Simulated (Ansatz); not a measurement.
**How BP (F-43m) expands on warming**

Wanted: α(T), C_P(T) and B(T) of BP in the quasi-harmonic approximation.

Measurements to reproduce:
- volume expansion coefficient 9.6 1e-6/K near room temperature (given in “Thermal expansion coefficients of high thermal conducting BAs and BP materials (three times its linear coefficient)”, 2019, arxiv:1906.04101)

Calculated with Ansatz 0.2.0; DFT RPBE, scalar-relativistic, plane waves, PAW.

## Step 1: Set-up

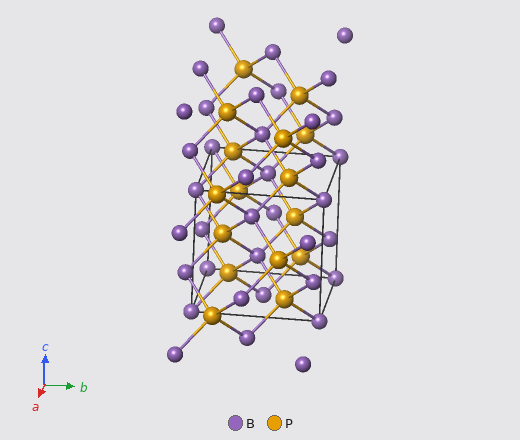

The cell as given, slightly off an axis (boron purple, phosphorus orange). 2×1×2 cells are drawn. This picture shows the conventional cell, with its axes. Bonds to atoms that aren't drawn are left out. Some periodic images of atoms are drawn too.

## Step 2: A first coarse run

Before spending time, one coarse run tells the gap and the pressure of the starting cell.

input.yaml reads:

```yaml
crystal:
  lattice:
    - [0.0, 2.269, 2.269]
    - [2.269, 0.0, 2.269]
    - [2.269, 2.269, 0.0]
  atoms:
    - { symbol: B, position: [0.0, 0.0, 0.0] }
    - { symbol: P, position: [0.25, 0.25, 0.25] }
kpoints:
  mp_grid: { grid: [6, 6, 6] }
hamiltonian:
  xc: rpbe
scf:
  occupations: { method: gaussian, width: 0.1 }
output:
  forces: true
  stress: true
  eigenvalues: true
```

Launch:

```bash
$ ansatz run input.yaml --threads 2 --pin off --max-ram 5120MiB --backend cpu --events-out ev --progress --plain --runs-dir out
```

Numbers of over 12 decimals in the logs are rounded to 6 here.

The log of the run:

```text
Engine: ansatz 0.2.0, aarch64-unknown-linux-gnu
Pseudopotentials: kind: paw
Pseudopotential: B, paw, valence charge 3, recommended cutoff 420 eV (normal), B.paw.azcp
Pseudopotential: P, paw, valence charge 5, recommended cutoff 420 eV (normal), P.paw.azcp
Functional definition: RPBE
  parameter kappa = 0.804
  parameter beta = 0.066725
  exchange = rpbe_x(kappa = kappa, mu = beta*pi^2/3)
  correlation = pbe_c(beta = beta)
Crystal: 2 atoms, lattice volume = 23.363 Å³
Basis set: ecut = 420 eV, 459 PW (Γ), exchange–correlation on 48×48×48 points (8 copies of the dense FFT grid, shifted against one another)
Bands: 8, of which v1, the nominal top of the filled ones, is band 4 counted from 1 (3 counted from 0)
Symmetry: 24 space group operations
Space group: F-43m (ITA 216), of the structure as read, at distance tolerance 2.9e-5 Å
k-points: 16 of 216 (time reversal used)
Non-local potential: B, projectors of the file, l = 0: 2, l = 1: 2, l = 2: 1
Non-local potential: P, projectors of the file, l = 0: 2, l = 1: 2, l = 2: 2
PAW form: soft (Blöchl's): semilocal exchange-correlation on the pseudo side does not see the compensation charge
PAW frozen core: B, regenerated for the run's functional, and the local potential with it (the file was generated under x = pbe(κ = 0.804, μ = 0.219515), c = pbe(β = 0.066725))
PAW frozen core: P, regenerated for the run's functional, and the local potential with it (the file was generated under x = pbe(κ = 0.804, μ = 0.219515), c = pbe(β = 0.066725))
PAW one-centre angular grid: B, 110 points (default); XC on 64 Gauss nodes
PAW one-centre angular grid: P, 110 points (default); XC on 64 Gauss nodes
Initial density: superposition of atomic densities (neutral atoms: chi_scale 0, normalization atom), corrected by the library's trained network
Initial wavefunctions: pseudopotential atomic-orbital guess
Functional: x = rpbe, c = pbe(β = 0.066725)
SCF iter   1: F=—  HF=-916.732341 eV  |F-HF|=—  |Δ(HF+E_count)|=         —  Δρ=2.60e-3  dr2=8.94e-4  ethr=1.77e-3  ⟨swp⟩=6.1  Hψ=1153  notcnv=0
preconditioner: auto → none  [insulator: Δε(μ)=1.332 eV  Ē_g=12.845 eV  σ=0.100 eV  W_gap=1.00  n_scr=0 (ndim 8)  ℏωp=21.7 eV  f_vac=0.000  D(μ)=0.00/eV (n_scr^D=0)  ε∞_Penn≈3.9]
SCF iter   2: F=—  HF=-916.732366 eV  |F-HF|=—  |Δ(HF+E_count)|=   2.57e-5  Δρ=1.29e-3  dr2=2.55e-4  ethr=1.12e-5  ⟨swp⟩=2.6  Hψ=307  notcnv=0
SCF iter   3: F=—  HF=-916.732362 eV  |F-HF|=—  |Δ(HF+E_count)|=   4.43e-6  Δρ=5.27e-4  dr2=2.91e-5  ethr=3.19e-6  ⟨swp⟩=2.2  Hψ=194  notcnv=0
SCF iter   4: F=—  HF=-916.732384 eV  |F-HF|=—  |Δ(HF+E_count)|=   2.20e-5  Δρ=1.13e-4  dr2=3.11e-6  ethr=3.63e-7  ⟨swp⟩=2.8  Hψ=200  notcnv=0
SCF iter   5: F=—  HF=-916.732385 eV  |F-HF|=—  |Δ(HF+E_count)|=   6.10e-7  Δρ=2.53e-5  dr2=1.93e-7  ethr=3.89e-8  ⟨swp⟩=2.0  Hψ=186  notcnv=0
SCF iter   6: F=-916.732385 eV  HF=-916.732385 eV  |F-HF|=7.68e-10  |Δ(HF+E_count)|=   2.65e-8  Δρ=2.92e-6  dr2=2.39e-9  ethr=1.25e-9  ⟨swp⟩=5.6  Hψ=652  notcnv=0
SCF 1 converged in 6 iterations: F = -916.732385 eV  dr2 = 2.39e-9
  greatest PAW one-centre occupation: 0.774 electrons in one spin orbital (limit 2), on the P atom at site 1 (counted from 0), in its partial waves of l = 0
SCF converged after 6 iterations
Free energy (F): -916.732385 eV
Harris-Foulkes:  -916.732385 eV  (|F-HF|=7.68e-10)
Internal energy: -916.732385 eV  (E = F + TS)
E sigma→0 (E₀):  -916.732385 eV
Fermi energy:    10.038828 eV
--- Per-component energies (eV) ---
  E_band       = 22.889681
  E_kinetic    = 121.653329
  E_local      = -66.868959  (includes V_loc(G=0)·N_el)
  E_nonlocal   = 44.001853
  E_hartree    = 17.074540
  E_xc         = -94.976442
  E_vxc        = -100.530579  (∫ρ·V_xc dr)
  E_paw        = -652.084063  (= ΣΔE_a)
  E_vpaw       = -9.514937  (= ΣTr[D̂ρ^β])
  E_aug_tail   = 0.000001  (compensation charges beyond the density's cutoff)
  E_ewald      = -285.491518
  E_core_change = -0.041125  (= ΣΔE_core)
  E_smearing   = -0.000000  (= −TS)
  E_closure    = -0.000000  (closes the sum)
  Σ components = -916.732385   (vs F -916.732385, Δ=0.00e0)
--- Forces (eV/Å), atoms counted from 1 ---
  atom   1  B      0.00000000     0.00000000     0.00000000
  atom   2  P     -0.00000000     0.00000000    -0.00000000
  max |Σ_I F_I| component: 1.85e-16 eV/Å
--- Stress (GPa, compression-positive) ---
        4.098136      -0.000000      -0.000000
        0.000000       4.098136       0.000000
       -0.000000       0.000000       4.098136
  P = ⅓ Tr σ = 4.0981 GPa (40.981 kbar)
--- Band table (eV; the first three rows and the last of 16) ---
  k-point 0: bands = ["-6.1157", "9.3659", "9.3659", "9.3659", "12.7678", "12.7678", "12.7678", "16.7783"]
  k-point 1: bands = ["-5.6179", "6.5224", "8.6983", "8.6983", "13.4020", "13.6743", "13.6743", "18.0764"]
  k-point 2: bands = ["-4.2005", "2.6226", "7.8919", "7.8919", "13.2800", "14.2236", "14.2236", "19.5585"]
  k-point 15: bands = ["-1.0470", "1.0950", "4.0618", "4.1910", "13.2128", "13.8522", "18.4874", "19.1756"]
```

The job ended after 0.52 s (2 threads of Arm Neoverse V2, shared host; peak memory 0.24 GiB; 0.74 s of CPU time).

A gap read on the k-mesh alone can miss the band edges.

This step gave:

* pressure: 4.098 GPa
* gap on the k-mesh: 1.346 eV
* volume per atom: 11.68 Å³

The start is under 4.1 GPa at this level and looks like an insulator or semiconductor on this mesh.

## Step 3: Relaxation

Phonons are second derivatives about a minimum, so cell and atoms are relaxed first, inside the symmetry of the start.

input.yaml, the sections that differ from step 2:

```yaml
kpoints:
  mp_grid: { grid: [10, 10, 10] }
scf:
  occupations: { method: gaussian, width: 0.02 }
output:
  forces: true
  stress: true
  eigenvalues: true
  write_density: true
  write_potential: true
  elf: true
  volumetric_format: npy
relax:
  adjacent_minimum: "off"
  f_tol: 0.005
  max_steps: 80
  cell: { stress_tol: 0.05 }
# crystal, hamiltonian: as in step 2
```

The log of the run:

```text
[...]
Crystal: 2 atoms, lattice volume = 23.363 Å³
Basis set: ecut = 420 eV, 459 PW (Γ), exchange–correlation on 48×48×48 points (8 copies of the dense FFT grid, shifted against one another)
Bands: 8, of which v1, the nominal top of the filled ones, is band 4 counted from 1 (3 counted from 0)
Symmetry: 24 space group operations
[...]
k-points: 47 of 1000 (time reversal used)
[...]
SCF iter   1: F=—  HF=-916.749425 eV  |F-HF|=—  |Δ(HF+E_count)|=         —  Δρ=2.74e-3  dr2=1.12e-3  ethr=1.77e-3  ⟨swp⟩=6.2  Hψ=3520  notcnv=0
[...]
SCF iter   6: F=-916.749311 eV  HF=-916.749311 eV  |F-HF|=2.64e-9  |Δ(HF+E_count)|=   5.39e-8  Δρ=3.94e-6  dr2=4.70e-9  ethr=1.25e-9  ⟨swp⟩=9.1  Hψ=2600  notcnv=0
SCF 1 converged in 6 iterations: F = -916.749311 eV  dr2 = 4.70e-9
[...]
relax step   1: F+E_penalty+E_count = -916.74931084 eV  Δ(F+E_penalty+E_count) = +0.000e0 eV  max|allowed force component| = 3.793e-16 eV/Å  Δτ_max = 0.0000 Å  P = +3.965 GPa  Ω = 23.363 Å³  (6 SCF iters, dr2 threshold 1.00e-7 eV, accepted)
Crystal: 2 atoms, lattice volume = 23.675 Å³
[...]
iter 1 solved again at ethr=1.94e-5 eV; its pass at ethr=3.10e-3 eV (dr2=1.55e-3 eV) is discarded
[...]
SCF iter   4: F=-916.754621 eV  HF=-916.754620 eV  |F-HF|=3.03e-7  |Δ(HF+E_count)|=   2.18e-6  Δρ=3.32e-5  dr2=1.57e-7  ethr=2.50e-9  ⟨swp⟩=8.6  Hψ=3002  notcnv=0
SCF 2 converged in 4 iterations: F = -916.754621 eV  dr2 = 1.57e-7
[...]
relax step   2: F+E_penalty+E_count = -916.75462059 eV  Δ(F+E_penalty+E_count) = -5.310e-3 eV  max|allowed force component| = 9.714e-17 eV/Å  Δτ_max = 0.0000 Å  P = +1.747 GPa  Ω = 23.675 Å³  energy of the carried Pulay correction = -2.244e-4 eV  (4 SCF iters, dr2 threshold 2.00e-7 eV, accepted)
Crystal: 2 atoms, lattice volume = 23.926 Å³
[...]
SCF iter   4: F=-916.755852 eV  HF=-916.755851 eV  |F-HF|=2.36e-7  |Δ(HF+E_count)|=   2.13e-6  Δρ=2.80e-5  dr2=1.14e-7  ethr=2.50e-9  ⟨swp⟩=8.7  Hψ=3004  notcnv=0
SCF 3 converged in 4 iterations: F = -916.755852 eV  dr2 = 1.14e-7
relax step   3: F+E_penalty+E_count = -916.75585167 eV  Δ(F+E_penalty+E_count) = -1.231e-3 eV  max|allowed force component| = 7.864e-17 eV/Å  Δτ_max = 0.0000 Å  P = +0.058 GPa  Ω = 23.926 Å³  energy of the carried Pulay correction = -4.033e-4 eV  (4 SCF iters, dr2 threshold 2.00e-7 eV, accepted)
[...]
relax step   4: F+E_penalty+E_count = -916.75584726 eV  Δ(F+E_penalty+E_count) = +4.406e-6 eV  max|allowed force component| = 9.714e-17 eV/Å  Δτ_max = 0.0000 Å  P = +0.003 GPa  Ω = 23.935 Å³  energy of the carried Pulay correction = -4.095e-4 eV  (4 SCF iters, dr2 threshold 8.54e-9 eV, accepted)
[...]
SCF iter   1: F=—  HF=-916.756285 eV  |F-HF|=—  |Δ(HF+E_count)|=         —  Δρ=4.59e-5  dr2=5.21e-8  ethr=1.04e-6  ⟨swp⟩=3.0  Hψ=4618  notcnv=0
eigensolver tolerance schedule: the retry pair's looser diagonalisation over-reported the residual by 1598.72 of it (diagonalisation noise at 1.16 of the residual, at the tolerance the schedule requests for it); recorded, not acted on — ethr = c·dr2/N_el stays at c = 1.0e-1
SCF iter   2: F=—  HF=-916.756287 eV  |F-HF|=—  |Δ(HF+E_count)|=   2.13e-6  Δρ=2.38e-5  dr2=1.41e-8  ethr=6.51e-10  ⟨swp⟩=2.4  Hψ=602  notcnv=0
[...]
SCF iter   4: F=-916.756287 eV  HF=-916.756287 eV  |F-HF|=1.63e-11  |Δ(HF+E_count)|=   1.56e-9  Δρ=3.31e-7  dr2=1.46e-11  ethr=1.00e-12  ⟨swp⟩=5.8  Hψ=2316  notcnv=0
SCF 5 converged in 4 iterations: F = -916.756287 eV  dr2 = 1.46e-11
relax step   5: F+E_penalty+E_count = -916.75628696 eV  Δ(F+E_penalty+E_count) = -4.397e-4 eV  max|allowed force component| = 9.830e-17 eV/Å  Δτ_max = 0.0000 Å  P = +0.027 GPa  Ω = 23.935 Å³  stress off target by 2.71e-2 GPa  SCF on the basis re-selected at this cell (its energy is not comparable with the rows above)  (4 SCF iters)
basis re-selected at this cell: Δ(F+E_penalty+E_count) = -4.397e-4 eV, ΔP = +0.024 GPa vs the last step (what re-selecting the basis moved, of the pressure what is left beyond the Pulay correction that the steps carried, after the strain that the cell walked since its last selection, with what the two solves' SCF thresholds leave and, on support functions, any second-order correction that the steps lacked; it is no m [...]
SCF converged after 4 iterations
Free energy (F): -916.756287 eV
[...]
Internal energy: -916.756287 eV  (E = F + TS)
E sigma→0 (E₀):  -916.756287 eV
Fermi energy:    9.682459 eV
[...]
--- Stress (GPa, compression-positive) ---
        0.027066       0.000000       0.000000
        0.000000       0.027066       0.000000
       -0.000000       0.000000       0.027066
  P = ⅓ Tr σ = 0.0271 GPa (0.271 kbar)
--- Band table (eV; the first three rows and the last of 47) ---
[...]
--- Relaxed structure (4 steps of the walk, 4 accepted, 1 SCFs on fresh bases) ---
  F+E_penalty+E_count = -916.75628696 eV   max|allowed force component| = 9.830e-17 eV/Å   (the final SCF, on the basis selected at the relaxed cell)
  cell:  # Å, volume = 23.9350 Å³
    - [0, 2.287360, 2.287360]
    - [2.287360, 0, 2.287360]
    - [2.287360, 2.287360, 0]
  atoms:
    - { symbol: B, position: [0, 0, 0] }
    - { symbol: P, position: [0.25, 0.25, 0.25] }
```

Wall time 3.9 s (2 threads); peak memory 0.28 GiB.

The steps of the relaxation:

```
step  energy less that of the first step (eV)  largest force component (eV/Å)  pressure (GPa)  volume (Å³)
   1                                   0.0000                          0.0000            3.96        23.36
   2                                  -0.0053                          0.0000            1.75        23.67
   3                                  -0.0065                          0.0000            0.06        23.93
   4                                  -0.0065                          0.0000            0.00        23.94
  5*                                  -0.0070                          0.0000            0.03        23.94
```

Relaxation steps marked * repeat the geometry before them on a plane-wave basis chosen anew for their cell, so energy and pressure can jump there.

Forces are held to the 24 operations that the run works with; a distortion that breaks them can't arise in this run.

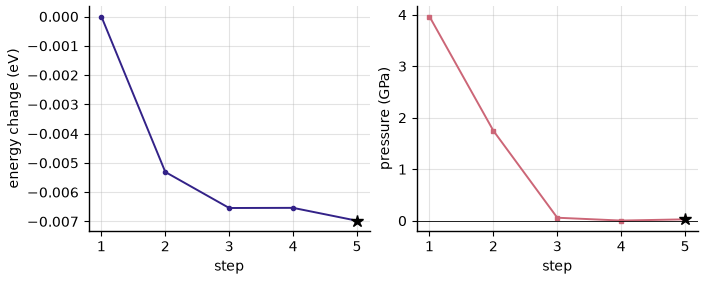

Energy and pressure along the relaxation. Stars mark steps on a basis chosen anew.

```
conventional cell, symmetrised  before  after  change
                         a (Å)   4.538  4.575  +0.8 %
                         b (Å)   4.538  4.575  +0.8 %
                         c (Å)   4.538  4.575  +0.8 %
              volume (Å³/atom)   11.68  11.97  +2.4 %
```

The relaxed structure:

```
B P
1.0
     0.00000    2.28736    2.28736
     2.28736    0.00000    2.28736
     2.28736    2.28736    0.00000
B P
1 1
Direct
  0.00000 0.00000 0.00000
  0.25000 0.25000 0.25000
```

This step gave:

```yaml
pressure: 0.02707 GPa
gap_on_the_k_mesh: 1.301 eV
volume_per_atom: 11.97 Å³
```

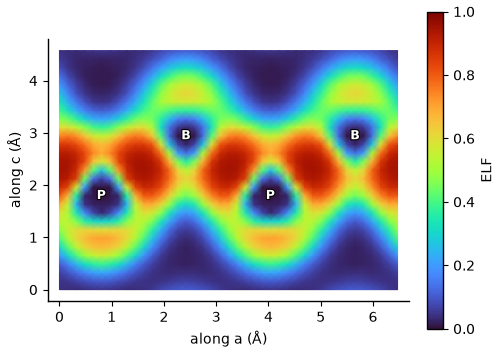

ELF in the ac plane of a cell with a along [110], b along [-110] and c along [001] of the cube at fractional y = 0.000, with atoms of B and P within 0.2 Å of it. It is the smooth field of the valence electrons, not physical close to the nuclei. The map starts off the cell's origin, so that atoms lie inside it.

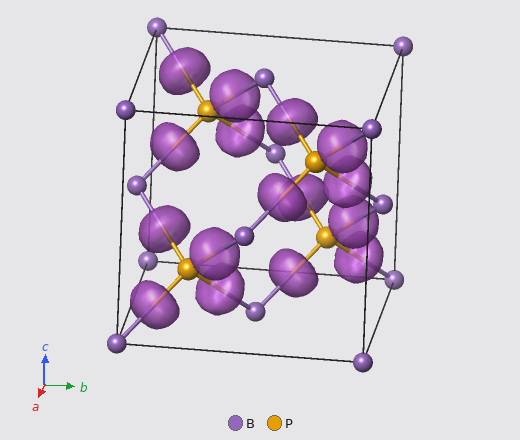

Surface of ELF = 0.85. Bonds to atoms that aren't drawn are left out.

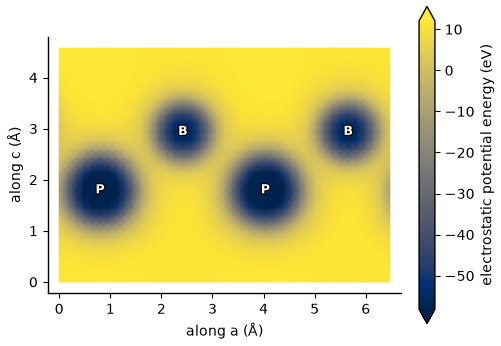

Electrostatic potential energy in the ac plane of a cell with a along [110], b along [-110] and c along [001] of the cube at fractional y = 0.000, with atoms of B and P within 0.2 Å of it. With pseudopotentials it is smooth inside the atoms' cores, unlike the true potential. The map starts off the cell's origin, so that atoms lie inside it.

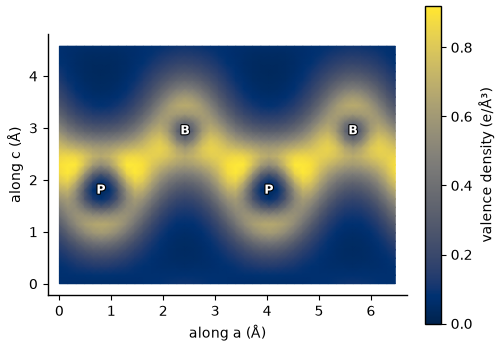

Valence density in the ac plane of a cell with a along [110], b along [-110] and c along [001] of the cube at fractional y = 0.000, with atoms of B and P within 0.2 Å of it. It is the smooth field of the valence electrons, not physical close to the nuclei. The map starts off the cell's origin, so that atoms lie inside it.

The relaxation ends with a pressure of 0.03 GPa.

## Step 4: Relaxing to small residual forces and stress

The relaxation is repeated with tighter thresholds on force and stress, since phonons are sensitive to what is left; a change of mesh or smearing in the input moves the cell too.

input.yaml reads:

```yaml
crystal:
  lattice:
    - [0.0, 2.2873597124, 2.2873597124]
    - [2.2873597124, 0.0, 2.2873597124]
    - [2.2873597124, 2.2873597124, 0.0]
  atoms:
    - { symbol: B, position: [0.0, 0.0, 0.0] }
    - { symbol: P, position: [0.25, 0.25, 0.25] }
kpoints:
  mp_grid: { grid: [12, 12, 12] }
hamiltonian:
  xc: rpbe
scf:
  occupations: { method: fixed }
output:
  forces: true
  stress: true
  eigenvalues: true
relax:
  adjacent_minimum: "off"
  f_tol: 0.001
  max_steps: 60
  cell: { stress_tol: 0.01 }
```

The log of the run:

```text
[...]
Crystal: 2 atoms, lattice volume = 23.935 Å³
Basis set: ecut = 420 eV, 459 PW (Γ), exchange–correlation on 48×48×48 points (8 copies of the dense FFT grid, shifted against one another)
Bands: 8, of which v1, the nominal top of the filled ones, is band 4 counted from 1 (3 counted from 0)
Symmetry: 24 space group operations
[...]
k-points: 72 of 1728 (time reversal used)
[...]
-0.000000       0.000000      -0.000216
  P = ⅓ Tr σ = -0.0002 GPa (-0.002 kbar)
--- Band table (eV; the first three rows and the last of 72) ---
[...]
--- Relaxed structure (3 steps of the walk, 3 accepted, 1 SCFs on fresh bases) ---
[...]
cell:  # Å, volume = 23.9389 Å³
    - [0.0, 2.287485, 2.287485]
    - [2.287485, 0, 2.287485]
    - [2.287485, 2.287485, 0]
  atoms:
    - { symbol: B, position: [0, 0, 0] }
    - { symbol: P, position: [0.25, 0.25, 0.25] }
[key lines of the parts left out:]
SCF converged after 5 iterations
Free energy (F): -916.756534 eV
Fermi energy:    9.029533 eV
```

It took 4 s on 2 threads; peak memory 0.29 GiB.

Little changed from the start: no atom moved by 0.005 Å and no cell edge by 0.1 %.

Numbers from this step:

```
pressure          : -2.16e-4 GPa
gap on the k-mesh : 1.299 eV
```

The residual pressure is -2.2e-4 GPa, small enough for phonons.

(Part 1 of 3 ends here.)

[Logs are printed without paths, hosts, clocks, repeated set-up lines and the standing remarks that a program may print on its own settings, such as how far it seeks lower states.]

[Hosts, paths, dates, database ids (printed as entryN), source tags and the programs' standing remarks are cut or masked in the printed files.]

[A step with changed settings may run another functional than the one named; its input shows which.]
